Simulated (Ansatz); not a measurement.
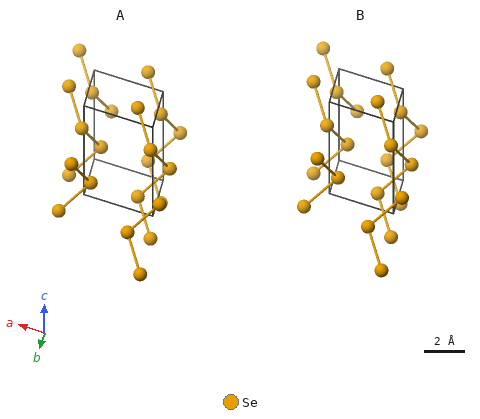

Two geometries of solid Se (set up in P3_221) (coarse preliminary run), drawn at one scale. One is the start of a relaxation, the other its converged end. A ball-and-stick model of the cell of the calculation, repeated 1 × 2 × 1 with one cell outlined, seen from a free direction.

Level of theory: Ansatz, DFT PBEsol, scalar-relativistic, plane waves, PAW. Set-up: plane-wave cutoff 420 eV; k-point mesh 6 × 6 × 4; occupations gaussian; smearing width 0.1 eV; no spin polarisation; cell and atoms relaxed; force threshold 0.05 eV/Å; at most 80 steps.

Q: Which of the two is the end point?

A: Structure B is the relaxed one. The largest moves relative to the cell, 0.12 Å, are those of Se atoms. The drawn cell changes as follows: a = b 4.355 → 4.056 Å (−6.9 %), c 4.949 → 5.108 Å (+3.2 %); the volume changes by −10.5 %. Some distances before and after: Se–Se 2.324 → 2.432 Å. The space group stays P3_221 (No. 154). The energy falls by 0.143 eV per cell of the calculation in 5 accepted moves (6 points after the start). Largest force component: 1 eV/Å at the start, 0.023 eV/Å at the end. Pressure: 2.89 GPa at the start and 0.08 GPa at the end. The SCF was repeated once at an unchanged geometry on a basis and grid sized afresh for the cell, which shifted the energy by 0.7 meV per cell of the calculation at most.
